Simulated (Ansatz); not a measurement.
NiSi: molecular dynamics (part 3 of 4)

Continued. System: NiSi (P1, 16 atoms in the cell). Method: DFT PBE, scalar-relativistic, plane waves, PAW, PAW set soft_1, no spin polarisation (Ansatz 0.2.0); cutoff 420 eV, 2×2×2 k-mesh, Fermi–Dirac smearing of 0.3 eV. The structure derives from an entry of the Crystallography Open Database. It belongs to a series of runs on one base structure; here: dynamics from the last frame of the run before.

Geometry of the input (Å; fractional positions):
```
0.0000  4.6419  4.6419
4.6419  0.0000  4.6419
4.6419  4.6419  0.0000
Si 0.2905  0.4294  0.3942
Si 0.8288  0.6230  0.2995
Si 0.2610  1.0942  0.3022
Si 0.4378  0.1574  0.8445
Ni 0.0809  -0.1143  0.1209
Ni 0.6475  0.1113  0.2796
Ni 0.2146  0.4894  0.0292
Ni 0.0145  0.2579  0.6413
Si 0.8797  0.8824  0.9337
Si 0.4251  0.7927  0.8265
Si 0.8799  0.4663  0.8991
Si 0.8084  0.8048  0.5344
Ni 0.6232  0.4786  0.7127
Ni 0.1483  0.7459  0.5810
Ni 0.8268  0.1825  0.4765
Ni 0.5345  0.7291  0.1423
```

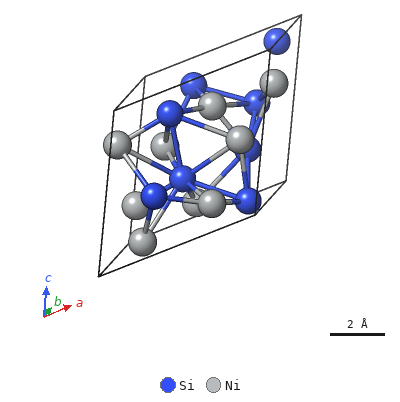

Fig. 1: The geometry at step 111 of the log (ball-and-stick view of the cell of the calculation, seen slightly off an axis).

### Trajectory as extended XYZ, continued
```
16
Lattice="0.0000 4.6419 4.6419 4.6419 0.0000 4.6419 4.6419 4.6419 0.0000" Properties=species:S:1:pos:R:3:forces:R:3 step=33 time_fs=99.0 energy=-51805.48883 temperature=1665.1
Si    3.6591    2.8037    3.0917    1.5238   1.6732   1.4238
Si    4.1488    5.1794    6.3463   -0.2473  -0.8795   0.4657
Si    6.6038    3.1087    6.0884   -1.1158  -1.4598  -0.7829
Si    4.8584    5.2985    2.7502   -2.1393   0.8966   1.1156
Ni    0.3296    0.8314   -0.4849   -2.8624   1.0898   0.6020
Ni    1.7303    3.9939    3.4908    1.1839  -2.2330   0.3341
Ni    2.5071    1.0669    3.1825   -1.1862  -1.0164   0.0782
Ni    4.3643    3.4957    1.0056   -0.0371   0.1217  -0.4605
Si    8.7454    7.7752    7.8721    0.3165  -0.1622   1.2041
Si    7.4137    5.1524    5.3519    2.1941   0.3106  -0.3173
Si    6.4454    8.9480    6.2159    1.6567  -1.4699  -2.5664
Si    6.3449    6.3785    7.0378    1.2753  -2.6579  -1.8417
Ni    5.5060    6.0502    4.9682   -1.1417   0.9182  -1.7941
Ni    5.8154    3.0336    3.7496   -0.2063   4.0913   2.8059
Ni    2.7493    5.9090    4.6158    0.8028   0.8172   0.0148
Ni    4.0422    2.8129    5.6675   -0.0171  -0.0398  -0.2811
16
Lattice="0.0000 4.6419 4.6419 4.6419 0.0000 4.6419 4.6419 4.6419 0.0000" Properties=species:S:1:pos:R:3:forces:R:3 step=44 time_fs=132.0 energy=-51806.85267 temperature=1265.9
Si    3.6961    2.8859    3.1036    0.5538   0.3258   1.9854
Si    4.1257    5.2310    6.3371    0.2261  -1.1871   1.2599
Si    6.7061    3.1674    6.0823   -1.5456  -0.0482   0.1864
Si    4.5224    5.5704    2.7147    0.0582  -3.5285  -1.0978
Ni    0.1147    1.1301   -0.3650    1.4161  -1.6909  -2.0360
Ni    1.6274    3.8896    3.6691    0.5719  -0.2289   0.4183
Ni    2.1732    1.0880    2.9697    0.5614   0.3318  -0.8540
Ni    4.2683    3.4285    1.0291    0.4534   1.4013  -1.2177
Si    8.8890    7.6030    7.9557   -0.7002   2.9807   1.2000
Si    7.5303    5.4315    5.1176   -0.8056  -1.3822   0.9399
Si    6.4495    8.8463    6.0405    0.2047  -0.9675  -0.4604
Si    6.3946    6.1184    7.1290   -0.2086  -0.1363   0.5617
Ni    5.4751    6.1307    4.8555   -0.7591   0.2384  -0.0040
Ni    5.8304    3.2009    4.0015    0.7539   1.5088  -0.9974
Ni    2.8222    6.0054    4.7378   -0.4558   0.4244  -0.9441
Ni    4.0142    2.7357    5.6933   -0.3248   1.9583   1.0597
16
Lattice="0.0000 4.6419 4.6419 4.6419 0.0000 4.6419 4.6419 4.6419 0.0000" Properties=species:S:1:pos:R:3:forces:R:3 step=56 time_fs=168.0 energy=-51805.52080 temperature=2274.2
Si    3.9221    2.9885    3.1377   -2.2255   2.1166  -0.0534
Si    4.0755    5.2553    6.3559   -0.0801  -0.1757   1.0751
Si    6.5245    3.2185    6.2072    0.1232  -1.3454   0.8668
Si    4.3498    5.5290    2.6969    0.9926  -0.2951   0.4437
Ni    0.0292    1.3400   -0.6137   -0.2608  -2.9854   1.5450
Ni    1.4174    3.8522    3.7061    1.1546  -0.1037  -0.4409
Ni    2.0046    0.9201    2.7025    0.2313   2.0081   2.4155
Ni    4.2942    3.2920    0.9462   -1.1039   3.0260   0.6875
Si    8.6090    8.0161    8.0468   -1.7014  -0.2988  -0.1308
Si    7.4390    5.4158    5.5469    1.8452  -0.7823  -3.8204
Si    6.6631    8.9689    5.7073   -1.3970  -2.7752   0.0310
Si    6.2765    6.1287    7.1955   -0.7992   1.0783   1.6033
Ni    5.3656    6.1802    4.9807    2.0651  -1.3860  -2.2636
Ni    5.9131    3.5308    4.1642    0.8137   0.5329  -1.1139
Ni    2.8661    5.9109    4.4614   -0.0388   1.6732  -0.2048
Ni    4.0009    2.9569    5.8621    0.3809  -0.2875  -0.6402
16
Lattice="0.0000 4.6419 4.6419 4.6419 0.0000 4.6419 4.6419 4.6419 0.0000" Properties=species:S:1:pos:R:3:forces:R:3 step=67 time_fs=201.0 energy=-51804.80973 temperature=1728.2
Si    3.7312    3.1303    2.8704   -1.4022  -0.2610   5.3869
Si    4.0465    5.2332    6.4240    0.7126   1.0977  -2.0413
Si    6.4580    2.9807    6.2425   -0.4614   0.6911  -1.9064
Si    4.5490    5.3748    2.6086   -0.4941  -0.2632   0.8620
Ni   -0.1480    1.3080   -0.8577    0.8929  -0.2687   0.4769
Ni    1.3554    3.6756    3.7054    0.1994   0.8261   0.0936
Ni    1.8886    1.1848    2.7784    3.0636  -0.8422   1.2697
Ni    4.2559    3.4636    1.0247    0.6118   2.5595  -3.6861
Si    8.2138    8.4149    8.1238   -0.3753  -1.4974   0.7645
Si    7.8523    5.7788    5.4643   -3.8040  -2.8596  -1.2219
Si    6.8073    8.6890    5.8555   -1.9287  -0.5779  -0.6105
Si    6.2978    6.1965    7.1796   -0.7374   0.3465  -1.2339
Ni    5.2216    6.2511    4.8741    1.9493  -1.3985  -0.2418
Ni    5.9999    3.5551    4.0712   -0.1452  -0.3072  -0.5919
Ni    3.0047    5.8692    4.1103   -0.2561  -0.1882   1.9959
Ni    4.1523    2.8689    5.8437    2.1749   2.9429   0.6843
16
Lattice="0.0000 4.6419 4.6419 4.6419 0.0000 4.6419 4.6419 4.6419 0.0000" Properties=species:S:1:pos:R:3:forces:R:3 step=78 time_fs=234.0 energy=-51805.52565 temperature=1732.3
Si    3.4316    3.2072    3.2117    1.5950   0.5775   1.6190
Si    4.2379    5.0741    6.2978   -1.9021   3.6297  -0.4675
Si    6.5954    2.9424    6.2572   -1.0684  -0.0675  -2.7863
Si    4.4170    5.4209    2.7200    0.3484  -0.2077  -0.8781
Ni   -0.2836    1.2208   -0.9762    1.2132   0.1799   1.0980
Ni    1.3299    3.7567    3.7420   -0.4485   0.5396  -0.0687
Ni    1.8790    1.1573    2.9162    2.5907  -1.1788  -1.5038
Ni    4.3621    3.5286    0.9549   -1.1327   0.8541   0.7574
Si    8.1069    8.2994    8.1856    1.2017  -0.3608   0.0160
Si    7.6645    5.8706    5.3554    0.6096  -0.9153  -0.1239
Si    6.6121    8.3105    6.1072    0.5367   3.3766  -1.7164
Si    6.0451    6.3797    6.9061    0.0330  -1.5897   3.6454
Ni    5.5000    6.1225    4.8366   -1.5558  -0.1327  -0.0196
Ni    5.9861    3.4701    3.9431   -1.1167  -0.2913   0.0276
Ni    2.9109    5.9733    4.1284   -1.0021   0.2606   1.2973
Ni    4.3344    3.1885    5.9045    0.0979  -4.6740  -0.8964
16
Lattice="0.0000 4.6419 4.6419 4.6419 0.0000 4.6419 4.6419 4.6419 0.0000" Properties=species:S:1:pos:R:3:forces:R:3 step=89 time_fs=267.0 energy=-51806.06568 temperature=2178.3
Si    3.5893    3.1145    3.4750   -2.0048   3.3778  -0.2502
Si    3.7838    5.2305    6.1626    2.9970   1.8042  -0.9476
Si    6.6783    3.2688    6.1749   -0.7476  -0.3497  -0.0342
Si    4.6254    5.4099    2.6759   -1.7798   0.0624  -0.6946
Ni   -0.2831    1.2743   -0.9759    1.5917  -3.8707   1.6200
Ni    1.2886    3.6311    3.8825    0.7610   1.4933  -1.5840
Ni    2.1276    0.9935    2.8147   -0.3435   0.9154   0.7855
Ni    4.2494    3.4257    1.1152   -0.0781   1.5735   0.0629
Si    8.2716    8.0982    8.1025    0.4632   0.5813   0.1613
Si    7.5862    5.9592    5.3080   -1.4076  -1.1837   1.1967
Si    6.6967    8.5071    5.9722   -1.3102   0.1645  -1.1846
Si    5.7768    6.7241    7.0422    1.6622  -2.4987  -1.7648
Ni    5.2523    6.2488    4.6597    0.3674  -1.8938   1.1850
Ni    5.8905    3.5810    3.9013    0.0360   0.9196   1.1711
Ni    2.8063    6.2153    4.2362   -0.8427  -0.6421   0.1721
Ni    4.3384    3.0601    5.8892    0.6358  -0.4533   0.1056
16
Lattice="0.0000 4.6419 4.6419 4.6419 0.0000 4.6419 4.6419 4.6419 0.0000" Properties=species:S:1:pos:R:3:forces:R:3 step=100 time_fs=300.0 energy=-51805.51906 temperature=2866.3
Si    3.7523    3.4285    3.7419   -2.1026   0.0626  -0.6877
Si    3.7787    5.5255    5.9968    1.5143  -2.3784   3.4258
Si    6.7484    3.2287    6.4256   -0.8416  -0.1184  -1.1931
Si    4.6346    5.3874    2.7116   -0.5434   0.4062  -1.8870
Ni   -0.1969    1.2344   -0.8650    1.0636  -0.7488   1.1392
Ni    1.2645    3.7263    3.7492   -0.4259   0.3820  -0.9410
Ni    2.3146    1.0933    2.8572   -2.6601  -0.1354   1.1377
Ni    4.2829    3.3710    1.2383   -1.0358   2.1258  -0.8642
Si    8.1254    8.3232    8.1172    1.0293   0.1414  -0.6747
Si    7.2651    6.0191    5.2589    0.6558  -0.6118   0.2508
Si    6.4074    8.8069    5.7634    1.0983   1.0741   0.6783
Si    5.7408    6.8565    6.9876    2.0178  -1.3952   0.7462
Ni    5.1168    6.2410    4.6223    3.1755  -0.1129  -0.7502
Ni    5.9233    3.7314    4.2170    1.0796   0.3644   0.2556
Ni    2.8759    6.3062    4.3778   -3.7281   0.9350  -2.8031
Ni    4.3470    2.8851    5.7897   -0.2969   0.0096   2.1674
16
Lattice="0.0000 4.6419 4.6419 4.6419 0.0000 4.6419 4.6419 4.6419 0.0000" Properties=species:S:1:pos:R:3:forces:R:3 step=111 time_fs=333.0 energy=-51806.38284 temperature=2505.2
Si    3.5168    3.5824    3.8554   -0.2342   0.3981  -1.3180
Si    3.9878    5.4799    6.0977   -0.8001  -0.1889   0.3583
Si    6.5479    3.1093    6.3149    0.6785  -0.6064   0.2133
Si    4.4904    5.4356    2.2781    0.7629  -0.4125   1.8018
Ni    0.0667    1.4379   -0.7841   -1.2156  -0.9430   0.5149
Ni    1.2452    3.9524    3.6768   -0.8364  -0.8349  -2.4716
Ni    2.3522    1.0719    3.0061   -0.9274   0.7450  -0.9944
Ni    4.5435    3.4675    1.0870   -2.2965  -0.5264   0.0510
Si    7.9604    8.4270    7.8189    1.3687  -1.8558   0.7030
Si    7.4607    5.7232    5.2184   -1.7882  -1.5033  -0.2397
Si    6.4097    9.0479    5.5990    2.0221   1.1413   2.1697
Si    5.9455    6.5968    6.9368    1.7965   0.8436  -1.7204
Ni    5.1833    6.0968    4.4568    0.0471   0.3300  -0.3734
Ni    5.8387    3.6514    4.3264    0.5497   0.8418  -1.1242
Ni    2.5919    6.2394    4.1871    0.5997   0.0334   0.2905
Ni    4.1708    2.6600    5.7718    0.2732   2.5379   2.1390
16
Lattice="0.0000 4.6419 4.6419 4.6419 0.0000 4.6419 4.6419 4.6419 0.0000" Properties=species:S:1:pos:R:3:forces:R:3 step=122 time_fs=366.0 energy=-51806.44751 temperature=1940.3
Si    3.3462    3.4081    3.8435    0.8465  -0.1511  -0.0377
Si    4.2300    5.4404    6.3408    0.3612   0.0696  -0.6411
Si    6.8930    3.1031    6.1268   -0.6753  -0.1193   0.2314
Si    4.2995    5.2854    2.5208    0.7771  -0.3948   0.3154
Ni    0.1799    1.6314   -0.7609   -2.4126  -2.7436  -1.1187
Ni    1.3116    4.1378    3.6318   -1.3332  -1.2407  -1.7563
Ni    2.4384    1.2358    2.9282   -0.7628   0.2151  -1.1368
Ni    4.5564    3.4710    1.0000   -1.0626  -0.2539  -0.0717
Si    8.0630    8.3338    7.8427    1.0680  -0.9855   0.7039
Si    7.4568    5.2808    4.9653    0.0504  -0.1673   1.3547
Si    6.4815    9.1191    5.7484    0.7399   0.2563   0.5001
Si    6.4293    6.6388    6.7216   -0.8656   0.4618  -0.4604
Ni    5.2018    5.9851    4.4556   -0.0293   0.4990   0.4009
Ni    5.8356    3.4810    4.1231    0.8189   3.4842   0.1222
Ni    2.4385    6.1405    4.1649    2.7315   0.0516   0.8043
Ni    4.0056    2.5262    5.9085   -0.2521   1.0189   0.7901
16
Lattice="0.0000 4.6419 4.6419 4.6419 0.0000 4.6419 4.6419 4.6419 0.0000" Properties=species:S:1:pos:R:3:forces:R:3 step=133 time_fs=399.0 energy=-51805.78257 temperature=2028.0
Si    3.6160    3.4849    3.8080   -2.2858   1.3461   0.0829
Si    4.5117    5.2079    6.4625   -1.0060  -0.6779  -0.5197
Si    6.9134    3.3339    5.9747   -1.4002  -2.2205   3.1281
Si    4.4008    5.3646    2.5740   -0.5060   0.4073  -0.5817
Ni    0.1175    1.7234   -0.9550   -0.0468  -2.0460  -0.0994
Ni    1.2352    4.1951    3.5100    1.3387  -1.2151  -0.2810
Ni    2.3682    1.1106    2.8959    0.4293   0.8916  -0.5334
Ni    4.4393    3.2929    0.9759   -0.1239  -0.7462   0.9942
Si    8.3828    8.3199    8.2242   -0.7754  -1.3411  -1.4867
Si    7.3400    5.3181    5.0405    0.5081   2.3836  -0.0221
Si    6.1717    9.0730    6.0194    2.3892   0.5902  -1.9793
Si    6.5505    6.8067    6.7415   -0.1718   0.0326   0.7895
Ni    5.0810    5.9515    4.5224    0.9205   0.6422   0.0885
Ni    5.9685    3.6131    4.0921    0.0820   1.2576  -1.4146
Ni    2.4970    6.0824    4.4392    0.7802   0.1929   0.4254
Ni    4.1965    2.6354    5.8599   -0.1322   0.5027   1.4091
16
Lattice="0.0000 4.6419 4.6419 4.6419 0.0000 4.6419 4.6419 4.6419 0.0000" Properties=species:S:1:pos:R:3:forces:R:3 step=144 time_fs=432.0 energy=-51807.11583 temperature=2295.1
Si    3.4126    3.6999    3.9551    0.4733  -0.2184  -0.2168
Si    4.1829    5.1327    6.3752    0.6356   0.3302  -1.0520
Si    6.5734    3.3061    6.1697    0.4534  -0.6756   0.2034
Si    4.2528    5.3754    2.3236    1.0261  -0.7828   1.2528
Ni    0.1819    1.7542   -1.1823   -2.5347  -0.0261   1.4876
Ni    1.1616    4.1670    3.4922    0.8948  -0.3200   0.2464
Ni    2.3178    1.0241    2.8296   -0.0146   1.2672  -0.1103
Ni    4.5364    3.4202    1.1401   -2.4968  -1.5751   0.1071
Si    8.3671    8.2388    8.2545   -1.3960  -0.9274   0.6180
Si    7.3101    5.6779    5.0569    0.1438  -0.4845  -0.3707
Si    6.3719    8.9325    5.8476    2.0242   1.5519  -1.1048
Si    6.5049    6.8738    6.9704    0.6702  -0.5520  -0.5364
Ni    5.0803    5.9819    4.4954   -0.4010   0.8388  -0.4125
Ni    5.9126    3.7897    4.0668    0.3536  -0.0481   0.1547
Ni    2.5446    6.2002    4.4878    0.3443   0.1610   0.5509
Ni    4.1914    2.6998    6.0664   -0.1761   1.4607  -0.8173
16
Lattice="0.0000 4.6419 4.6419 4.6419 0.0000 4.6419 4.6419 4.6419 0.0000" Properties=species:S:1:pos:R:3:forces:R:3 step=156 time_fs=468.0 energy=-51807.12893 temperature=2285.7
Si    3.4649    3.4940    4.0882   -0.6176   0.8468  -0.6075
Si    4.1590    5.1962    6.2151    1.0144   0.3155  -0.2325
Si    6.8685    3.2598    6.2842   -0.1551  -0.3391  -0.2886
Si    4.2180    5.4521    2.3136    0.9895  -2.3056   1.2871
Ni   -0.0754    1.7565   -1.2130    0.0947  -0.6636   1.4519
Ni    1.1892    4.1074    3.3761   -0.3142   0.3047   1.0272
Ni    2.3322    1.1504    2.8556   -0.8185   0.9133  -0.4349
Ni    4.5806    3.3740    1.3629    0.0044   0.0521   0.8828
Si    8.2468    8.0719    8.5204    0.7623   1.2288  -0.5361
Si    7.0818    5.4983    5.0717    0.5944   1.2819   0.5032
Si    6.5251    9.0977    5.7701   -0.7691  -1.4086  -0.1194
Si    6.4588    6.7392    7.1670    0.4389   0.2423  -1.9168
Ni    5.0034    6.3911    4.3661    0.5141  -1.6252  -0.6167
Ni    6.0433    3.8104    4.1378   -1.6672  -0.2714  -0.2814
Ni    2.4819    6.2448    4.5810   -0.0282  -0.6281   0.6933
Ni    4.0523    2.7640    6.2607   -0.0427   2.0563  -0.8115
16
Lattice="0.0000 4.6419 4.6419 4.6419 0.0000 4.6419 4.6419 4.6419 0.0000" Properties=species:S:1:pos:R:3:forces:R:3 step=167 time_fs=501.0 energy=-51806.00736 temperature=1969.9
Si    3.2304    3.5031    4.1553    0.9289  -1.0825  -0.2885
Si    4.1903    5.0596    5.9556    0.2749   0.7503   0.6991
Si    7.0900    3.3252    6.3550   -2.7204   0.2616   0.1553
Si    4.4936    5.1993    2.7964   -0.7797  -1.0352  -0.9152
Ni   -0.1408    1.6327   -1.2898   -0.7074  -0.4907   1.1614
Ni    1.1425    3.9730    3.3943    0.3909   2.6751  -0.2164
Ni    2.0966    1.2642    2.8011    0.8002   0.1297  -0.6172
Ni    4.5077    3.3838    1.4353    0.6780  -0.7229  -0.0342
Si    8.1557    8.2943    8.5718    0.0624   0.9554  -1.3266
Si    7.1805    5.5245    5.1189    0.5017   1.6407   0.3215
Si    6.3174    9.0938    5.7520    0.9406   1.0412  -0.7767
Si    6.2706    6.9400    6.9781    1.9085  -0.7408   0.1062
Ni    5.0112    6.7302    4.1395   -0.2859  -2.4534   2.5468
Ni    5.8654    3.9101    4.2234   -1.3045   0.0723   0.2036
Ni    2.3663    6.5017    4.6851   -0.0694  -1.9436  -0.1373
Ni    4.2897    2.5198    6.3999   -0.6186   0.9430  -0.8818
16
Lattice="0.0000 4.6419 4.6419 4.6419 0.0000 4.6419 4.6419 4.6419 0.0000" Properties=species:S:1:pos:R:3:forces:R:3 step=178 time_fs=534.0 energy=-51805.78412 temperature=2642.7
Si    3.2926    3.2981    4.0894    1.2020  -0.3053  -0.5004
Si    4.2157    5.3940    5.7942   -1.1542  -1.4012   0.4295
Si    6.8175    3.4483    6.3876    1.3661  -0.7313  -3.9714
Si    4.4611    5.1493    2.6802   -1.1735  -1.5382   0.2500
Ni   -0.2851    1.4417   -1.4816    0.3099  -0.1115   1.9442
Ni    1.2792    4.1098    3.3614   -2.7925   1.5769   1.3742
Ni    1.8358    1.3505    2.6284    2.0477  -0.1404  -0.2590
Ni    4.5254    3.3846    1.4956   -0.5981  -1.8002   0.3290
Si    7.9916    8.3310    8.3584    0.9513   0.6759  -0.0720
Si    7.2845    5.8169    5.1215    0.2999  -1.6185  -1.9105
Si    6.3011    9.0371    5.4161    0.6938   1.0970   2.2011
Si    6.5121    6.8138    6.9668   -1.1600   0.5266   1.7339
Ni    4.8410    6.6397    4.2453    0.6663   0.8354  -0.6323
Ni    5.6814    4.0070    4.1315   -0.2599   0.0026   0.9787
Ni    2.1605    6.5128    4.7341    0.1288  -0.3292  -0.2671
Ni    4.3400    2.3133    6.4222   -0.5276   3.2614  -1.6279
```
